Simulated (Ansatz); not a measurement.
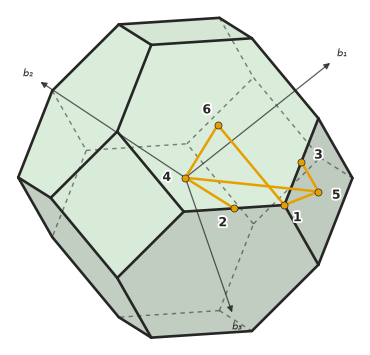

The first Brillouin zone of a face-centred cubic lattice (cF; extended symbol cF2) is drawn with its special points numbered. Crystal: Si, the input geometry of an electronic-structure calculation (not necessarily at equilibrium); the starting structure was generated, so it need not be a known form of this composition. The drawing is computed from the coordinates (standard cell, symmetry found to 0.002 Å).

a = 5.444 Å, b = 5.444 Å, c = 5.444 Å, α = 90.00°, β = 90.00°, γ = 90.00°.

Labels and path follow the convention of Hinuma et al. (2017), as computed by seekpath; the arrows show the directions of the reciprocal primitive vectors b₁, b₂, b₃, in which coordinates are given.

Question: Give the label and coordinates of each numbered point.

Answer:
```
no.  label      coordinates
  1      W  (1/2, 1/4, 3/4)
  2      K  (3/8, 3/8, 3/4)
  3      U  (5/8, 1/4, 5/8)
  4      Γ        (0, 0, 0)
  5      X    (1/2, 0, 1/2)
  6      L  (1/2, 1/2, 1/2)
```
